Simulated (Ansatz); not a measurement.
## Run report: Al, single-point calculation (part 2 of 2)

Al (defect cell, 63 atoms in the cell); DFT PBE, scalar-relativistic, plane waves, PAW, spin-polarised (Ansatz 0.2.0); cutoff 420 eV, 1×1×1 k-mesh, Gaussian smearing of 0.05 eV, collinear spins. The structure derives from a Materials Project entry.

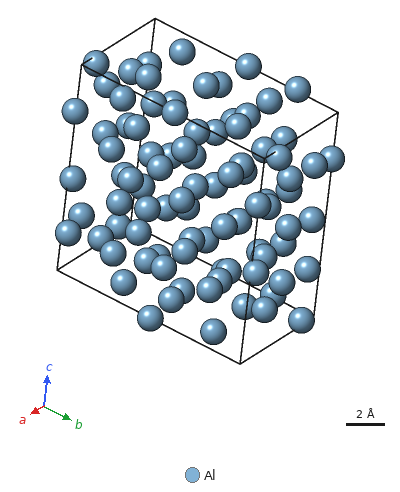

Figure 1. The structure (spheres-only view of the cell of the calculation, seen slightly off an axis). An atom can appear more than once, as a periodic image.

**Output, continued**
```
  k-point 0 ↑: bands = ["-3.2292", "-1.7056", "-1.6610", "-1.5560", "-1.5421", "-1.4666", "-1.4272", "-1.4144", "-1.3705", "-1.2675", "-1.2039", "-1.1638", "-1.0670", "0.2720", "0.3150", "0.3722", "0.3998", "0.4277", "0.5232", "1.8264", "1.8369", "1.8617", "1.9331", "1.9544", "1.9712", "2.0035", "2.0260", "2.0548", "2.0762", "2.0863", "2.1059", "2.1184", "2.1668", "2.1990", "2.2360", "2.2570", "2.2801", "2.3416", "2.3774", "2.4460", "2.5240", "2.5903", "2.7024", "3.6276", "3.6653", "3.6954", "3.7444", "3.7954", "3.8630", "3.9440", "4.0218", "4.0497", "4.0939", "4.1143", "4.3398", "5.0204", "5.0572", "5.1380", "5.2516", "5.3004", "5.3539", "5.4139", "5.5372", "5.5468", "5.5751", "5.6196", "5.6471", "5.6728", "5.7140", "5.7713", "5.7937", "5.8450", "5.8897", "5.9487", "5.9784", "6.0211", "6.1271", "6.1779", "6.2421", "7.0139", "7.0466", "7.1097", "7.1243", "7.1363", "7.1601", "7.7949", "7.8565", "8.2937", "8.3336", "8.3845", "8.4014", "8.4557", "8.4659", "8.5078", "8.5874", "8.7144", "8.7484", "8.7734", "8.8402", "8.8724", "8.8771", "8.8977", "8.9219", "8.9589", "8.9798", "9.0129", "9.0344", "9.0776", "9.0850", "9.0914", "9.1572", "9.1818", "9.1916", "9.2121", "9.2696", "9.2951", "9.3584", "9.3707", "9.3849", "9.4152", "9.4481", "9.4912", "9.5113", "9.5512", "9.5703", "9.5925", "9.6087", "9.6535", "9.6854", "9.7359", "9.7635", "9.7959", "9.8368", "9.8673", "10.0251", "10.4574", "10.5058", "10.6119", "10.7019", "10.7123", "11.7549", "11.8257", "11.8628", "11.9202", "11.9594", "12.0216", "12.0532", "12.0844", "12.1146", "12.1555", "12.1814", "12.1978", "12.2628", "12.2944", "12.3282", "12.3915", "12.4080", "12.4403", "12.4439"]
  k-point 0 ↓: bands = ["-3.2132", "-1.6862", "-1.6449", "-1.5388", "-1.5202", "-1.4517", "-1.4157", "-1.3999", "-1.3586", "-1.2500", "-1.1882", "-1.1484", "-1.0552", "0.2854", "0.3260", "0.3919", "0.4156", "0.4413", "0.5429", "1.8432", "1.8545", "1.8814", "1.9504", "1.9700", "1.9855", "2.0190", "2.0442", "2.0709", "2.0913", "2.1028", "2.1242", "2.1327", "2.1802", "2.2140", "2.2479", "2.2716", "2.2927", "2.3573", "2.3928", "2.4586", "2.5394", "2.6086", "2.7140", "3.6377", "3.6774", "3.7088", "3.7596", "3.8249", "3.8765", "3.9557", "4.0476", "4.0628", "4.1063", "4.1272", "4.3520", "5.0341", "5.0685", "5.1610", "5.2671", "5.3245", "5.3705", "5.4278", "5.5527", "5.5609", "5.5892", "5.6371", "5.6642", "5.6877", "5.7294", "5.7877", "5.8112", "5.8612", "5.9043", "5.9615", "5.9911", "6.0320", "6.1447", "6.1931", "6.2592", "7.0267", "7.0688", "7.1223", "7.1391", "7.1565", "7.1753", "7.8098", "7.8691", "8.3075", "8.3427", "8.3939", "8.4137", "8.4705", "8.4762", "8.5207", "8.6751", "8.7288", "8.7586", "8.7921", "8.8516", "8.8871", "8.8929", "8.9109", "8.9381", "8.9711", "8.9953", "9.0264", "9.0515", "9.0936", "9.0994", "9.1057", "9.1680", "9.1940", "9.2078", "9.2264", "9.2849", "9.3049", "9.3686", "9.3817", "9.3982", "9.4311", "9.4613", "9.5056", "9.5264", "9.5647", "9.5857", "9.6072", "9.6245", "9.6694", "9.6989", "9.7467", "9.7793", "9.8066", "9.8515", "9.8808", "10.0375", "10.4772", "10.5169", "10.6257", "10.7215", "10.7277", "11.7726", "11.8451", "11.8866", "11.9355", "11.9751", "12.0363", "12.0660", "12.1015", "12.1275", "12.1711", "12.1919", "12.2105", "12.2786", "12.3099", "12.3420", "12.4070", "12.4225", "12.4538", "12.4569"]
--- Löwdin populations: 63 sites ---
  site symbol       q [e]    m [muB]
     0     Al      2.9435     0.0021
     1     Al      2.9631     0.0199
     2     Al      2.9909     0.0014
     3     Al      2.9557     0.0324
     4     Al      2.9581     0.0097
     5     Al      2.9566     0.0286
     6     Al      2.9499    -0.0001
     7     Al      2.9421     0.0057
     8     Al      2.9094     0.0009
     9     Al      2.9796     0.0412
    10     Al      2.9207     0.0072
    11     Al      2.9935     0.0294
    12     Al      2.9088     0.0088
    13     Al      2.9779     0.0460
    14     Al      2.9269     0.0051
    15     Al      2.8904     0.0161
    16     Al      2.9592    -0.0007
    17     Al      2.9809     0.0259
    18     Al      2.9172     0.0072
    19     Al      2.9868     0.0069
    20     Al      3.0183     0.0425
    21     Al      2.9794     0.0104
    22     Al      2.9763     0.0411
    23     Al      2.9657     0.0079
    24     Al      2.9491     0.0029
    25     Al      2.9512     0.0011
    26     Al      2.9415     0.0324
    27     Al      2.9637     0.0004
    28     Al      2.9354     0.0131
    29     Al      2.9311     0.0037
    30     Al      3.0581     0.0109
    31     Al      2.9434     0.0016
    32     Al      3.0066     0.0050
    33     Al      2.9630     0.0084
    34     Al      2.9791    -0.0021
    35     Al      2.9672     0.0051
    36     Al      2.9002     0.0059
    37     Al      2.9189     0.0042
    38     Al      2.8864     0.0046
    39     Al      2.9546     0.0287
    40     Al      2.9321     0.0159
    41     Al      2.9581     0.0093
    42     Al      2.9614     0.0136
    43     Al      2.9482     0.0105
    44     Al      2.9749     0.0038
    45     Al      2.9517     0.0414
    46     Al      2.9272     0.0033
    47     Al      2.9389     0.0234
    48     Al      2.9149    -0.0032
    49     Al      2.9902     0.0026
    50     Al      2.9411     0.0042
    51     Al      3.0016     0.0030
    52     Al      2.9469     0.0091
    53     Al      3.0037     0.0056
    54     Al      2.9566     0.0120
    55     Al      2.9670     0.0101
    56     Al      3.0083     0.0161
    57     Al      2.9235    -0.0019
    58     Al      2.9326     0.0084
    59     Al      3.0102     0.0029
    60     Al      2.9423     0.0145
    61     Al      2.9238     0.0020
    62     Al      2.9847     0.0249
  spilling = 0.014602 (of n_electrons = 189.000000)
--- Bader charges: 63 sites ---
  site symbol  charge [e]  shift [e]    m [muB]
     0     Al     -0.1424     0.0007     0.0075
     1     Al     -0.0552     0.0010     0.0255
     2     Al     -0.0489     0.0001     0.0038
     3     Al      0.0097     0.0001     0.0275
     4     Al      0.1007     0.0009     0.0092
     5     Al      0.0246     0.0004     0.0288
     6     Al      0.0650     0.0008     0.0015
     7     Al     -0.0101     0.0002     0.0091
     8     Al      0.1208     0.0002     0.0027
     9     Al     -0.0620     0.0003     0.0352
    10     Al      0.0257     0.0001     0.0182
    11     Al     -0.0277     0.0010     0.0224
    12     Al      0.0858     0.0005     0.0104
    13     Al      0.0387     0.0003     0.0382
    14     Al      0.0769     0.0009     0.0067
    15     Al      0.0567     0.0005     0.0170
    16     Al      0.0195     0.0012     0.0032
    17     Al      0.0404     0.0004     0.0257
    18     Al      0.1030     0.0002     0.0073
    19     Al     -0.0436     0.0002     0.0082
    20     Al     -0.0569     0.0002     0.0358
    21     Al     -0.0565     0.0001     0.0081
    22     Al     -0.0409     0.0004     0.0402
    23     Al     -0.0814     0.0002     0.0130
    24     Al      0.0307     0.0000     0.0096
    25     Al      0.0350     0.0000     0.0048
    26     Al      0.0636     0.0001     0.0299
    27     Al     -0.0428     0.0023     0.0010
    28     Al      0.1645     0.0001     0.0106
    29     Al     -0.1886     0.0031     0.0056
    30     Al     -0.1646     0.0019     0.0128
    31     Al     -0.0209     0.0004     0.0008
    32     Al     -0.1003     0.0001     0.0047
    33     Al      0.0728     0.0033     0.0080
    34     Al     -0.0764     0.0000     0.0001
    35     Al     -0.0346     0.0003     0.0077
    36     Al      0.1418     0.0006     0.0076
    37     Al      0.1521     0.0002     0.0051
    38     Al      0.1229     0.0000     0.0051
    39     Al     -0.0717     0.0010     0.0279
    40     Al      0.0684     0.0003     0.0189
    41     Al     -0.0259     0.0003     0.0148
    42     Al     -0.0213     0.0003     0.0134
    43     Al     -0.0631     0.0023     0.0054
    44     Al     -0.0626     0.0012     0.0045
    45     Al      0.0528     0.0004     0.0355
    46     Al      0.1216     0.0007     0.0091
    47     Al     -0.0577     0.0018     0.0223
    48     Al      0.0351     0.0002     0.0025
    49     Al      0.0041     0.0003     0.0041
    50     Al      0.0847     0.0006     0.0094
    51     Al     -0.1432     0.0006     0.0031
    52     Al      0.0537     0.0005     0.0037
    53     Al     -0.1004     0.0009     0.0061
    54     Al     -0.0965     0.0001     0.0084
    55     Al     -0.0047     0.0001     0.0097
    56     Al     -0.1275     0.0008     0.0169
    57     Al      0.1198     0.0005     0.0040
    58     Al      0.0575     0.0000     0.0091
    59     Al     -0.0615     0.0002     0.0051
    60     Al      0.0465     0.0007     0.0138
    61     Al      0.0051     0.0001     0.0029
    62     Al     -0.1106     0.0003     0.0231
  estimated error of the sums over rays = 6.7e-4 e
```

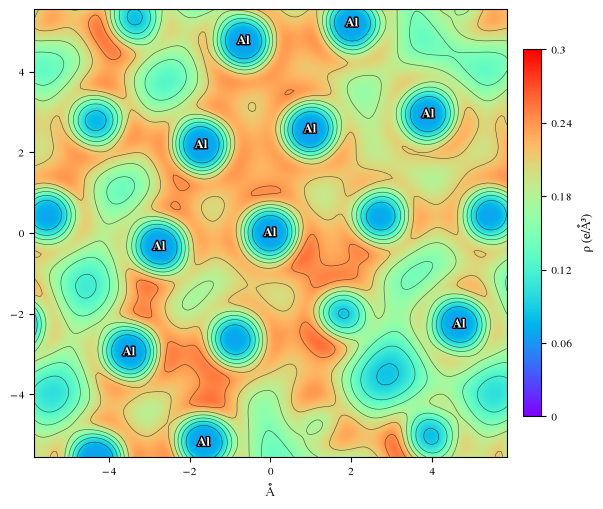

Figure 2. Valence electron density on the (11̄0) plane of the calculation cell. Al–Al (2.73 Å): the density is about 0.24 e/Å³ at the midpoint. Al–Al (2.77 Å): ρ is about 0.22 e/Å³ halfway. Al–Al (2.83 Å): ρ is about 0.21 e/Å³ halfway. Away from the nuclei the density in this plane falls to 0.08 e/Å³ at its lowest. Core electrons are frozen (PAW), so the fields are smoothed inside the atomic spheres.

The run was set up as follows.

**The input**
```yaml
crystal:
  lattice:
    - [-6.364875, 6.364875, 6.364875]
    - [6.364875, -6.364875, 6.364875]
    - [6.364875, 6.364875, -6.364875]
  atoms:
    - { symbol: Al, position: [-0.0022700435, 0.0344115813, 0.1964363231], spin: 0.2 }
    - { symbol: Al, position: [-0.0328499959, 0.0139194801, 0.4441131203] }
    - { symbol: Al, position: [0.0085229309, -0.0018954562, 0.7746536044], spin: 0.2 }
    - { symbol: Al, position: [-0.0365505667, 0.2195599685, -0.0712609916], spin: 0.2 }
    - { symbol: Al, position: [-0.0130753681, 0.2739523072, 0.204503725] }
    - { symbol: Al, position: [-0.0079148212, 0.2770730561, 0.4549587614] }
    - { symbol: Al, position: [-0.0653261465, 0.1830918806, 0.6576431878] }
    - { symbol: Al, position: [-0.0071557347, 0.5073830004, -0.0031375761] }
    - { symbol: Al, position: [-0.000107516, 0.5479988036, 0.2624404485] }
    - { symbol: Al, position: [0.0528444283, 0.5703499593, 0.5283067285] }
    - { symbol: Al, position: [-0.0021182798, 0.4657083507, 0.7114876307] }
    - { symbol: Al, position: [0.0276760869, 0.7874815029, 0.021051834], spin: 0.2 }
    - { symbol: Al, position: [-0.0098983297, 0.7943753245, 0.2659364525] }
    - { symbol: Al, position: [0.0272548824, 0.8038732126, 0.539868403] }
    - { symbol: Al, position: [0.0749465716, 0.7645635424, 0.7776598492] }
    - { symbol: Al, position: [0.2417001482, 0.0235535169, 0.0536596451], spin: 0.2 }
    - { symbol: Al, position: [0.2453956973, 0.024703517, 0.303229148] }
    - { symbol: Al, position: [0.2478638409, 0.0177622425, 0.5414781434] }
    - { symbol: Al, position: [0.298612193, 0.0156914118, 0.8160758072] }
    - { symbol: Al, position: [0.2580049134, 0.2503951042, 0.0097730817] }
    - { symbol: Al, position: [0.252033102, 0.2620950521, 0.2542630229], spin: 0.2 }
    - { symbol: Al, position: [0.2452994006, 0.2505979672, 0.50068641] }
    - { symbol: Al, position: [0.2213069651, 0.2224814569, 0.7356207607] }
    - { symbol: Al, position: [0.1722586333, 0.4304823082, -0.0864240916] }
    - { symbol: Al, position: [0.2074853672, 0.4697454613, 0.1833584112] }
    - { symbol: Al, position: [0.2511827456, 0.4983058691, 0.4728509053] }
    - { symbol: Al, position: [0.2507315342, 0.4681425478, 0.7159496215] }
    - { symbol: Al, position: [0.2412042647, 0.7233788702, -0.0170268077] }
    - { symbol: Al, position: [0.2289294023, 0.7614993112, 0.2623887116] }
    - { symbol: Al, position: [0.2572886177, 0.7741262329, 0.5181685847] }
    - { symbol: Al, position: [0.3198997747, 0.7560706075, 0.7781585355] }
    - { symbol: Al, position: [0.5077743686, 0.0334102774, 0.0592911058] }
    - { symbol: Al, position: [0.4512177528, -0.0267846346, 0.2616507401] }
    - { symbol: Al, position: [0.475797869, -0.0190636078, 0.5385184314] }
    - { symbol: Al, position: [0.53904978, -0.0182126917, 0.7904885024] }
    - { symbol: Al, position: [0.5501015152, 0.3004049441, 0.0823255973] }
    - { symbol: Al, position: [0.5187957844, 0.2594822948, 0.3092596345] }
    - { symbol: Al, position: [0.5014437457, 0.2385448195, 0.5581722988] }
    - { symbol: Al, position: [0.5076641272, 0.2240437654, 0.8005593901] }
    - { symbol: Al, position: [0.4439892421, 0.4601590657, -0.0160234536] }
    - { symbol: Al, position: [0.5033821009, 0.5017432983, 0.2629484302] }
    - { symbol: Al, position: [0.5499777462, 0.5029692925, 0.5355019171] }
    - { symbol: Al, position: [0.5044969143, 0.461489779, 0.771515918] }
    - { symbol: Al, position: [0.4968225131, 0.708994901, -0.0387161672] }
    - { symbol: Al, position: [0.4194711139, 0.6794151397, 0.1742517347] }
    - { symbol: Al, position: [0.4649381289, 0.7184110346, 0.4462767477] }
    - { symbol: Al, position: [0.5521617208, 0.7282733274, 0.7406709447] }
    - { symbol: Al, position: [0.7941472166, 0.0021293479, -0.039269742], spin: 0.2 }
    - { symbol: Al, position: [0.7443204309, 0.0026526311, 0.2087471168] }
    - { symbol: Al, position: [0.6719548091, -0.0572687295, 0.4221545698] }
    - { symbol: Al, position: [0.7224475368, -0.0498337986, 0.680889034] }
    - { symbol: Al, position: [0.7612103132, 0.2671054263, 0.0084837886] }
    - { symbol: Al, position: [0.7918763911, 0.3223993122, 0.2845734061] }
    - { symbol: Al, position: [0.7341050025, 0.229588405, 0.4852077381] }
    - { symbol: Al, position: [0.7366950906, 0.2299309654, 0.7401068139] }
    - { symbol: Al, position: [0.7259322036, 0.5103842754, 0.0282899301] }
    - { symbol: Al, position: [0.7854093103, 0.5704068192, 0.3046099307] }
    - { symbol: Al, position: [0.8071577054, 0.5311181789, 0.5408312956] }
    - { symbol: Al, position: [0.7702843656, 0.5006648049, 0.7648804457] }
    - { symbol: Al, position: [0.7619587188, 0.760378835, -0.0054856815] }
    - { symbol: Al, position: [0.6909344178, 0.7337601405, 0.2138181383] }
    - { symbol: Al, position: [0.755069457, 0.7491080021, 0.4994123172] }
    - { symbol: Al, position: [0.8238081973, 0.7743540194, 0.7791471949], spin: 0.2 }
magnetization:
  spin_polarized: true
basis:
  ecutwfc: 420
  fft_grid_basis: typed
kpoints:
  mp_grid: { grid: [1, 1, 1] }
hamiltonian:
  xc: pbe
  pseudopotentials: { kind: paw }
scf:
  occupations: { method: gaussian, width: 0.05 }
output:
  forces: true
  stress: false
  eigenvalues: true
  bader: true
  write_density: true
  volumetric_format: npy
  populations: true
```

Launch command:
```bash
ansatz run input.yaml --threads 4 --pin off --max-ram 10240MiB --backend cpu --events-out ev --progress --plain --runs-dir out
```

**Key numbers**

- outcome: converged
- electrons treated: 189
- free energy: −33848.9449 eV
- Fermi energy: 8.630 eV
- gap on the k-point mesh: 0.09 eV
- net moment of the cell: 0.79 μB
- integrated absolute moment: 0.98 μB
- largest force (length of the vector): 0.038 eV/Å
- hardware: 4 threads of Arm Neoverse N1, 98 GiB of memory available, shared host
- wall time: 5.7 min (CPU time 22 min)
- peak memory: 1.3 GiB

**Notes**

Warnings of the run: the state was not tested for a lower one. So coarse a mesh can miss the band edges, so the true gap of this method can be much smaller, or zero. The k-point mesh is coarse for a cell of this size, so the results may not be converged.
